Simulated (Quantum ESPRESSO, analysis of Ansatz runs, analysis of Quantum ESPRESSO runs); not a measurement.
**Ti on the Ga site in GaAs: charge-transition level against experiment (Quantum ESPRESSO)**

How near does this set-up come to the measured charge-transition level? Subject: Ti on the Ga site in GaAs. Set-up: QE: PBE, GBRV 1.5 PBE, 32-site cell, PBE lattice, k: the single point 1/4 1/4 1/4 then 2x2x2 shifted, dielectric constants 10.9 and 12.9 (handbook). The model is a cell of 32 host atoms with 1 Ga taken out and 1 Ti put in. The level is the Fermi energy at which two charge states have equal formation energy, after a correction for the images of the charge. Other potentials or another program check that the number doesn't hang on one set of files.

**The experiment.** (+1/0) level below the conduction-band bottom: 0.9 eV, by DLTS; Ti(4+/3+) donor level, value from Fig. 2 (“Band-Edge Hydrostatic Deformation Potentials in III-V Semiconductors”, 1987, D. D. Nolte, W. Walukiewicz, and E. E. Haller). The runs below try to reproduce this.

Program: Quantum ESPRESSO 7.5. Level of theory: Quantum ESPRESSO plane-wave DFT, PBE, GBRV 1.5 PBE potentials; relaxation of all atoms of a defect supercell. Results are calculated unless marked as measured.

**1. Starting point**

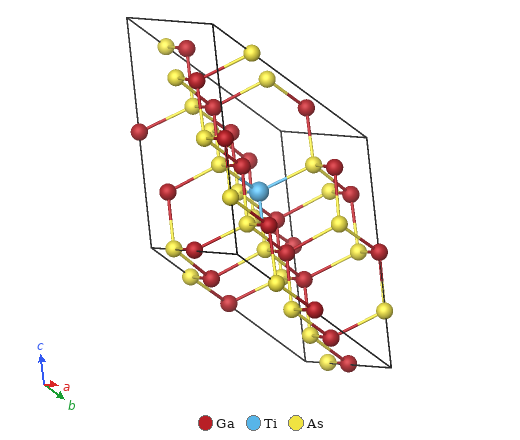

Start, viewed slightly off an axis; gallium red, titanium blue, arsenic yellow. Some periodic images of atoms are drawn too.

The cell holds 32 atoms: 15 Ga, 1 Ti and 16 As. Its edges and angles: a = 9.937 Å, b = 9.937 Å, c = 9.937 Å, α = 109.5°, β = 109.5°, γ = 109.5°. It derives from GaAs (space group F-43m). Nearest the centre at fractional (0.250, 0.500, 0.250): Ti7 at 0.05 Å, As19 at 2.46 Å, As23 at 2.47 Å, As22 at 2.52 Å, As28 at 2.52 Å, Ga10 at 4.01 Å, Ga1 at 4.01 Å, Ga12 at 4.03 Å. The cell carries charge +1.

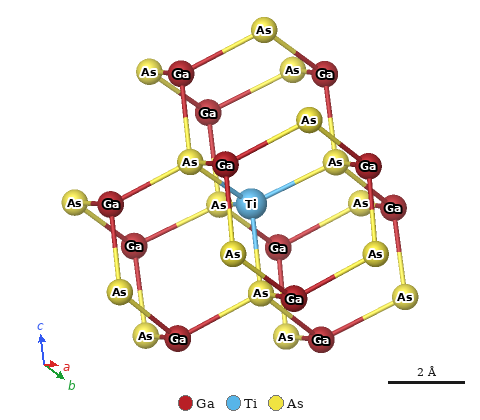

The atoms within 5 Å of the centre.

The host's primitive cell comes from a first run (Quantum ESPRESSO plane-wave DFT, PBE, GBRV 1.5 PBE potentials; relaxation of cell and atoms of a defect-free cell): vectors of 4.057, 4.057 and 4.057 Å. That is 23.60 Å³ an atom, 4.5 % over the diffraction cell's volume. The supercell is built on it.

**2. Relaxation, charge +1**

Every later number rests on the structure around the defect, so the atoms are relaxed at the host's lattice first.

Input file pw.in:

```
&CONTROL
  calculation = 'relax'
  prefix = 'pwscf'
  outdir = './tmp'
  pseudo_dir = './pseudo'
  tprnfor = .true.
  disk_io = 'low'
  nstep = 70
  forc_conv_thr = 0.00078
  etot_conv_thr = 0.0001
/
&SYSTEM
  ibrav = 0
  nat = 32
  ntyp = 3
  ecutwfc = 45
  ecutrho = 360
  nbnd = 192
  occupations = 'smearing'
  smearing = 'fd'
  degauss = 0.00073499
  tot_charge = 1
  nosym = .true.
/
&ELECTRONS
  conv_thr = 3d-08
  electron_maxstep = 100
  mixing_beta = 0.5
/
&IONS
  ion_dynamics = 'bfgs'
/
ATOMIC_SPECIES
Ga    69.7230 ga_pbe_v1.4.uspp.F.UPF
Ti    47.8670 ti_pbe_v1.4.uspp.F.UPF
As    74.9216 as_pbe_v1.uspp.F.UPF
CELL_PARAMETERS angstrom
  -5.7368700154    5.7368700154   -5.7368700154
   5.7368700154    5.7368700154    5.7368700154
   5.7368700154   -5.7368700154   -5.7368700154
ATOMIC_POSITIONS crystal
Ga     0.0041802132    0.0057654958    0.0020255482
Ga     0.0009159681    0.2485708067    0.7451818572
Ga    -0.0024381595    0.4987863311    0.5034041074
Ga    -0.0031786458    0.7529563091    0.2494594901
Ga     0.2496715172    0.0022273593    0.7551234080
Ga     0.2453779040    0.2454562387    0.4943666025
Ti     0.2530106707    0.4982591063    0.2535713411
Ga     0.2482731077    0.7532304010   -0.0024030998
Ga     0.4944724900   -0.0015451214    0.4957368534
Ga     0.4966541499    0.2528089684    0.2498624224
Ga     0.4960799429    0.5004202554   -0.0043351183
Ga     0.5016234326    0.7461219250    0.7472452246
Ga     0.7487034383    0.0029749159    0.2540993160
Ga     0.7440958654    0.2485780376   -0.0024398634
Ga     0.7532833083    0.5022379990    0.7560615065
Ga     0.7533766907    0.7495361827    0.4972828995
As     0.0050683641    0.0047102768    0.7552559228
As    -0.0031842338    0.2508575190    0.4955875671
As     0.0018361118    0.5024204497    0.2468290426
As    -0.0060754384    0.7478035933   -0.0030468179
As     0.2539536884   -0.0018369390    0.5021092764
As     0.2464189561    0.2440259370    0.2457132858
As     0.2537279878    0.4979369212    0.0020868561
As     0.2513762305    0.7530769341    0.7558415909
As     0.5009099011    0.0048597869    0.2491806747
As     0.4967232964    0.2446368089   -0.0052944236
As     0.4940956596    0.4963728721    0.7481168764
As     0.5059491083    0.7515971937    0.5027138517
As     0.7444655046   -0.0007026255   -0.0031330002
As     0.7540148813    0.2520587672    0.7482072507
As     0.7550464565    0.5018602660    0.5051221335
As     0.7455990487    0.7445272638    0.2484088000
K_POINTS crystal
1
0.25 0.25 0.25 1.0
```

Run with:

```sh
> OMP_NUM_THREADS=1 mpirun -n 4 pw.x -in pw.in > pw.out
```

The log of the run:

```text
This program is part of the open-source Quantum ESPRESSO suite
     for quantum simulation of materials; please cite
         "P. Giannozzi et al., J. Phys.:Condens. Matter 21 395502 (2009);
         "P. Giannozzi et al., J. Phys.:Condens. Matter 29 465901 (2017);
         "P. Giannozzi et al., J. Chem. Phys. 152 154105 (2020);
          URL
     in publications or presentations arising from this work. More details at

     Subspace diagonalization in iterative solution of the eigenvalue problem:
     one sub-group per band group will be used
     scalapack distributed-memory algorithm (size of sub-group:  2*  2 procs)

     --------------------
     sticks:   dense  smooth     PW     G-vecs:    dense   smooth      PW
     Min        2381    1190    317               147089    51954    7224
     Max        2382    1191    320               147091    51955    7225
     Sum        9525    4763   1273               588361   207819   28897

     Using Slab Decomposition

     bravais-lattice index     =            0
     lattice parameter (alat)  =      18.7774  a.u.
     unit-cell volume          =    5096.6126 (a.u.)^3
     number of atoms/cell      =           32
     number of atomic types    =            3
     number of electrons       =       376.00
     number of Kohn-Sham states=          192
     kinetic-energy cutoff     =      45.0000  Ry
     charge density cutoff     =     360.0000  Ry
     scf convergence threshold =      3.0E-08
     mixing beta               =       0.5000
     number of iterations used =            8  plain     mixing
     energy convergence thresh.=      1.0E-04
     force convergence thresh. =      7.8E-04
     Exchange-correlation= SLA  PW   PBE  PBE
                           (   1   4   3   4   0   0   0)
     nstep                     =           70

     celldm(1)=  18.777359  celldm(2)=   0.000000  celldm(3)=   0.000000
     celldm(4)=   0.000000  celldm(5)=   0.000000  celldm(6)=   0.000000

     crystal axes: (cart. coord. in units of alat)
               a(1) = (  -0.577350   0.577350  -0.577350 )
               a(2) = (   0.577350   0.577350   0.577350 )
               a(3) = (   0.577350  -0.577350  -0.577350 )

     reciprocal axes: (cart. coord. in units 2 pi/alat)
               b(1) = (  0.000000  0.866025 -0.866025 )
               b(2) = (  0.866025  0.866025 -0.000000 )
               b(3) = (  0.866025  0.000000 -0.866025 )

     PseudoPot. # 1 for Ga read from file:
     ga_pbe_v1.4.uspp.F.UPF
     Pseudo is Ultrasoft + core correction, Zval = 19.0
     Generated by new atomic code, or converted to UPF format
     Using radial grid of  871 points,  6 beta functions with:
                l(1) =   0
                l(2) =   0
                l(3) =   1
                l(4) =   1
                l(5) =   2
                l(6) =   2
     Q(r) pseudized with  8 coefficients,  rinner =    1.250   1.250   1.250
                                                       1.250   1.250

     PseudoPot. # 2 for Ti read from file:
     ti_pbe_v1.4.uspp.F.UPF
     Pseudo is Ultrasoft + core correction, Zval = 12.0
     Generated by new atomic code, or converted to UPF format
     Using radial grid of  851 points,  6 beta functions with:
                l(1) =   0
                l(2) =   0
                l(3) =   1
                l(4) =   1
                l(5) =   2
                l(6) =   2
     Q(r) pseudized with  6 coefficients,  rinner =    1.000   1.000   1.000
                                                       1.000   1.000

     PseudoPot. # 3 for As read from file:
     as_pbe_v1.uspp.F.UPF
     Pseudo is Ultrasoft + core correction, Zval =  5.0
     Generated by new atomic code, or converted to UPF format
     Using radial grid of  875 points,  6 beta functions with:
                l(1) =   0
                l(2) =   0
                l(3) =   1
                l(4) =   1
                l(5) =   2
                l(6) =   2
     Q(r) pseudized with  8 coefficients,  rinner =    1.300   1.300   1.300
                                                       1.300   1.300

     atomic species   valence    mass     pseudopotential
     Ga               19.00    69.72300     Ga( 1.00)
     Ti               12.00    47.86700     Ti( 1.00)
     As                5.00    74.92160     As( 1.00)

     No symmetry found

   Cartesian axes

     site n.     atom                  positions (alat units)
         1        Ga     tau(   1) = (   0.0020847   0.0045727  -0.0002542  )
         2        Ga     tau(   2) = (   0.5732145  -0.2861897  -0.2872474  )
         3        Ga     tau(   3) = (   0.5800226  -0.0040737  -0.0012584  )
         4        Ga     tau(   4) = (   0.5805802   0.2888588   0.2925292  )
         5        Ga     tau(   5) = (   0.2931088  -0.2905368  -0.5788327  )
         6        Ga     tau(   6) = (   0.2854679  -0.0020395  -0.2853775  )
         7        Ti     tau(   7) = (   0.2879937   0.2873463  -0.0048052  )
         8        Ga     tau(   8) = (   0.2901498   0.5796058   0.2929247  )
         9        Ga     tau(   9) = (  -0.0001621  -0.0016221  -0.5725897  )
        10        Ga     tau(  10) = (   0.0034741   0.2884446  -0.2850422  )
        11        Ga     tau(  11) = (   0.0000030   0.5778325   0.0050088  )
        12        Ga     tau(  12) = (   0.5725835   0.2889639  -0.2902610  )
        13        Ga     tau(  13) = (  -0.2838423   0.2872774  -0.5772509  )
        14        Ga     tau(  14) = (  -0.2874960   0.5745292  -0.2846787  )
        15        Ga     tau(  15) = (   0.2915712   0.2883633  -0.5814534  )
        16        Ga     tau(  16) = (   0.2848891   0.5806007  -0.2893237  )
        17        As     tau(  17) = (   0.4358405  -0.4304015  -0.4362540  )
        18        As     tau(  18) = (   0.4327987  -0.1431334  -0.1394565  )
        19        As     tau(  19) = (   0.4315193   0.1486258   0.1465057  )
        20        As     tau(  20) = (   0.4334932   0.4299960   0.4370113  )
        21        As     tau(  21) = (   0.1422121  -0.1443333  -0.4375737  )
        22        As     tau(  22) = (   0.1404810   0.1412959  -0.1432442  )
        23        As     tau(  23) = (   0.1421989   0.4327691   0.1397892  )
        24        As     tau(  24) = (   0.7260424   0.1435360  -0.1467283  )
        25        As     tau(  25) = (  -0.1425301   0.1481417  -0.4302592  )
        26        As     tau(  26) = (  -0.1485989   0.4310812  -0.1424855  )
        27        As     tau(  27) = (   0.4332402   0.1399218  -0.4306107  )
        28        As     tau(  28) = (   0.4320670   0.4358027  -0.1484170  )
[...]
Total force =     0.004048     Total SCF correction =     0.000045
     Energy error            =      4.5E-05 Ry
     Gradient error          =      1.1E-03 Ry/Bohr

     number of scf cycles    =  14
     number of bfgs steps    =  13

     energy             old  =   -6994.9167165134 Ry
     energy             new  =   -6994.9167616459 Ry

     CASE: energy            _new < energy            _old

     new trust radius        =       0.0068231420 bohr
     new conv_thr            =       0.0000000003 Ry

ATOMIC_POSITIONS (crystal)
Ga              -0.0031542424       -0.0021108164       -0.0032267445
Ga              -0.0032475039        0.2472796376        0.7470412057
Ga              -0.0000505945        0.4995857729        0.5022550917
Ga              -0.0002075167        0.7528378089        0.2495367809
Ga               0.2502811031        0.0000870017        0.7503944223
Ga               0.2494094911        0.2498674522        0.5021237231
Ti               0.2494918461        0.5000611276        0.2496205198
Ga               0.2491232039        0.7529475554        0.0000274967
Ga               0.4992043703        0.0022878442        0.4994004673
Ga               0.5023902120        0.2508480202        0.2498836251
Ga               0.5020854008        0.5002493157        0.0000870578
Ga               0.4989111159        0.7492876576        0.7516315150
Ga               0.7489018510       -0.0000763148        0.2494341358
Ga               0.7472251465        0.2471860791       -0.0030955191
Ga               0.7492903541        0.4998642492        0.7493145392
Ga               0.7523778471        0.7501372825        0.4995537805
[...]
NEW-OLD atomic charge density approx. for the potential

     negative rho (up, down):  5.097E-04 0.000E+00

     Self-consistent Calculation

     iteration #  1     ecut=    45.00 Ry     beta= 0.50
     Davidson diagonalization with overlap
     ethr =  1.00E-06,  avg # of iterations =  6.0

     Threshold (ethr) on eigenvalues was too large:
     Diagonalizing with lowered threshold

     Davidson diagonalization with overlap
     ethr =  5.55E-09,  avg # of iterations =  7.0

     negative rho (up, down):  5.091E-04 0.000E+00

     total energy              =   -6994.91677491 Ry
     estimated scf accuracy    <       0.00004026 Ry

     iteration #  2     ecut=    45.00 Ry     beta= 0.50
     Davidson diagonalization with overlap
     ethr =  1.07E-08,  avg # of iterations =  7.0

     negative rho (up, down):  5.099E-04 0.000E+00

     total energy              =   -6994.91674275 Ry
     estimated scf accuracy    <       0.00057856 Ry

     iteration #  3     ecut=    45.00 Ry     beta= 0.50
     Davidson diagonalization with overlap
     ethr =  1.07E-08,  avg # of iterations =  7.0

     negative rho (up, down):  5.097E-04 0.000E+00

     total energy              =   -6994.91679048 Ry
     estimated scf accuracy    <       0.00002788 Ry

     iteration #  4     ecut=    45.00 Ry     beta= 0.50
     Davidson diagonalization with overlap
     ethr =  7.42E-09,  avg # of iterations =  5.0

     negative rho (up, down):  5.098E-04 0.000E+00

     total energy              =   -6994.91679372 Ry
     estimated scf accuracy    <       0.00000094 Ry

     iteration #  5     ecut=    45.00 Ry     beta= 0.50
     Davidson diagonalization with overlap
     ethr =  2.49E-10,  avg # of iterations =  5.0

     negative rho (up, down):  5.098E-04 0.000E+00

     total energy              =   -6994.91679382 Ry
     estimated scf accuracy    <       0.00000014 Ry

     iteration #  6     ecut=    45.00 Ry     beta= 0.50
     Davidson diagonalization with overlap
     ethr =  3.82E-11,  avg # of iterations =  5.0

     negative rho (up, down):  5.098E-04 0.000E+00

     total energy              =   -6994.91679385 Ry
     estimated scf accuracy    <       0.00000001 Ry

     iteration #  7     ecut=    45.00 Ry     beta= 0.50
     Davidson diagonalization with overlap
     ethr =  3.53E-12,  avg # of iterations =  5.0

     negative rho (up, down):  5.098E-04 0.000E+00

     total energy              =   -6994.91679385 Ry
     estimated scf accuracy    <          2.1E-09 Ry

     iteration #  8     ecut=    45.00 Ry     beta= 0.50
     Davidson diagonalization with overlap
     ethr =  5.57E-13,  avg # of iterations =  5.0

     negative rho (up, down):  5.098E-04 0.000E+00

     total energy              =   -6994.91679385 Ry
     estimated scf accuracy    <          5.6E-10 Ry

     iteration #  9     ecut=    45.00 Ry     beta= 0.50
     Davidson diagonalization with overlap
     ethr =  1.49E-13,  avg # of iterations =  4.0

     negative rho (up, down):  5.098E-04 0.000E+00

     End of self-consistent calculation

          k = 0.4330 0.4330-0.4330 ( 25972 PWs)   bands (ev):

[...]
-3.7047  -3.7039  -3.7029  -3.7023  -3.7018  -3.7008  -3.6986  -3.6981
    -3.6606  -3.6594  -3.6575  -3.4324   0.6718   0.6755   0.6762   0.6927
     0.6935   0.7043   0.7057   0.7066   0.7387   0.7398   0.7430   2.0404
     2.7365   2.7373   2.7384   3.3832   3.6625   3.6632   3.7054   3.7073
     3.7080   3.7505   3.7520   3.7522   3.9434   3.9437   3.9444   4.4571
     4.8352   4.8365   4.8704   4.8859   4.8862   4.8869   4.9058   4.9070
     4.9075   4.9676   4.9686   4.9693   5.8577   5.8594   5.8601   6.0977
     6.0990   6.1764   6.1774   6.1778   7.3684   7.3691   8.1051   8.1070

     the Fermi energy is     6.7097 ev

!    total energy              =   -6994.91679385 Ry
     estimated scf accuracy    <          4.1E-11 Ry
     smearing contrib. (-TS)   =       0.00000000 Ry
     internal energy E=F+TS    =   -6994.91679385 Ry

     The total energy is F=E-TS. E is the sum of the following terms:
     one-electron contribution =   -6270.17906983 Ry
     hartree contribution      =    3251.66828486 Ry
     xc contribution           =   -1250.63714872 Ry
     ewald contribution        =   -2725.76886016 Ry

     convergence has been achieved in   9 iterations

     negative rho (up, down):  5.098E-04 0.000E+00

     Forces acting on atoms (cartesian axes, Ry/au):

[...]
atom   25 type  3   force =    -0.00029048    0.00029508   -0.00010397
     atom   26 type  3   force =    -0.00060682   -0.00053068    0.00000260
     atom   27 type  3   force =    -0.00011581   -0.00005456    0.00010367
     atom   28 type  3   force =    -0.00007737    0.00015472   -0.00000985
     atom   29 type  3   force =     0.00013777    0.00002386    0.00012766
     atom   30 type  3   force =    -0.00001902    0.00020289    0.00001601
     atom   31 type  3   force =    -0.00001493   -0.00008460   -0.00007015
     atom   32 type  3   force =     0.00026398   -0.00014594   -0.00019024

     Total force =     0.002444     Total SCF correction =     0.000032
     Energy error            =      3.2E-05 Ry
     Gradient error          =      6.9E-04 Ry/Bohr

     bfgs converged in  15 scf cycles and  14 bfgs steps
     (criteria: energy <  1.0E-04 Ry, force <  7.8E-04 Ry/Bohr)

     End of BFGS Geometry Optimization

     Final energy             =   -6994.9167938546 Ry

     File ./tmp/pwscf.bfgs deleted, as requested
Begin final coordinates

ATOMIC_POSITIONS (crystal)
[...]
As               0.5001080422        0.0005418890        0.2497133268
As               0.4993190332        0.2496449848       -0.0009154444
As               0.5003236438        0.4997550609        0.7498391286
As               0.4997500829        0.7500153019        0.4996590439
As               0.7489801245       -0.0005773845        0.0001052855
As               0.7491675584        0.2506428681        0.7492789316
As               0.7501635229        0.5003158592        0.5007104848
As               0.7497789929        0.7511567121        0.2495371335
End final coordinates

=------------------------------------------------------------------------------=
   JOB DONE.
=------------------------------------------------------------------------------=
```

It took 33 min on 4 MPI ranks of Arm Neoverse V1, shared host; peak memory 2.9 GiB.

(Continued in part 2 of 4.)

[Logs are printed without paths, hosts, clocks, repeated set-up lines and the standing remarks that a program may print on its own settings, such as how far it seeks lower states.]

[Hosts, paths, dates, database ids (printed as entryN), source tags and the programs' standing remarks are cut or masked in the printed files.]

[For some hosts the program warned that the k-mesh of the response run may be too coarse for force constants and the static dielectric constant; such warnings are not shown here.]
